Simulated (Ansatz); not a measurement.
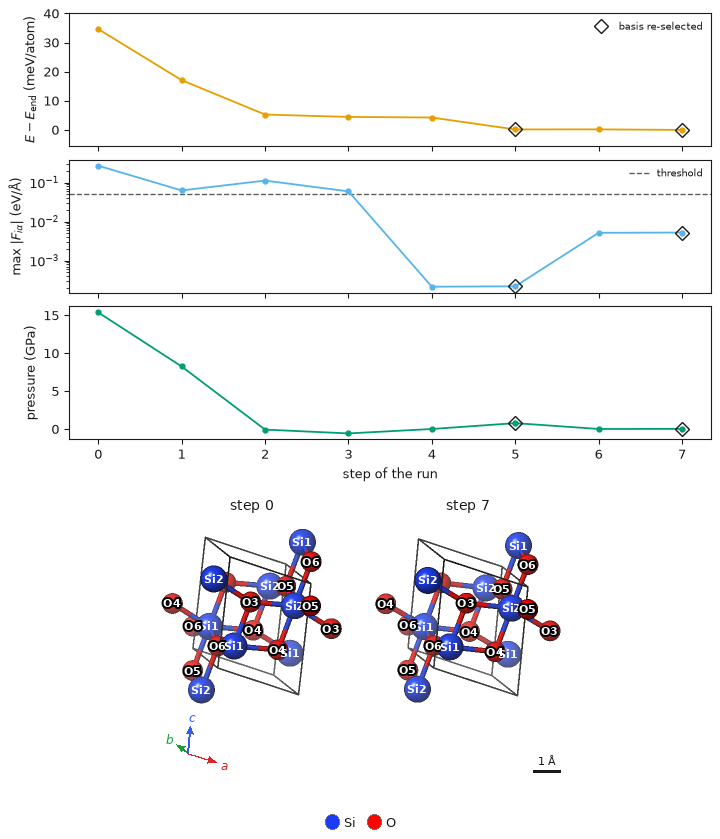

First and last geometry of a relaxation of a crystal of SiO₂ (a generated structure, set up in C2/c) (coarse preliminary run), with the history of the run. The picture is a ball-and-stick view of the cell of the calculation, seen slightly off an axis.

Case: Ti → Si on all its sites, cell and atoms relaxed.

Theory: DFT PBE, scalar-relativistic, plane waves, PAW in Ansatz 0.2.0. (plane-wave cutoff 420 eV; k-point mesh 6 × 6 × 6; occupations gaussian; smearing width 0.1 eV; no spin polarisation; cell and atoms relaxed; force threshold 0.05 eV/Å; at most 60 steps)

### What do the curves and the structures tell?

It converged. The largest moves relative to the cell, 0.021 Å, are those of O3, O4, O5 and O6. O6 goes along [1 1 2]. Si stays in place. Cell: a = b 3.404 → 3.526 Å (+3.6 %), c 4.978 → 4.937 Å (−0.8 %), α 110.0° → 110.9°, β 110.0° → 110.9°. Volume +4.9 %. Near-neighbour distances that change, for instance: Si1–O4 1.746 → 1.800 Å, Si1–O3 1.789 → 1.771 Å. Among the angles between lasting bonds that change: Si2–O5–Si2 154.2° → 156.9°, O3–Si2–O3 154.2° → 156.9°. The space group stays I4_1/amd (No. 141). The energy falls by 34.6 meV per atom in 5 accepted moves (7 points after the start). Largest force component: 0.27 eV/Å at the start, 0.0052 eV/Å at the end. The pressure goes from 15.39 to 0.03 GPa. The SCF was repeated twice at an unchanged geometry on a basis and grid sized afresh for the cell, which shifted the energy by 4.1 meV per atom at most.

```tsv
step	E − E(0), meV/atom	largest force component, eV/Å	pressure, GPa	volume, Å³/atom	note
0	0.00	0.2696	15.39	8.419	
1	-17.56	0.0627	8.26	8.584	
2	-29.37	0.1119	-0.06	8.802	
3	-30.19	0.0593	-0.57	8.819	
4	-30.39	0.0002	0.01	8.805	
5	-34.49	0.0002	0.79	8.805	same geometry, new basis
6	-34.47	0.0052	0.02	8.832	
7	-34.65	0.0052	0.03	8.832	same geometry, new basis
```
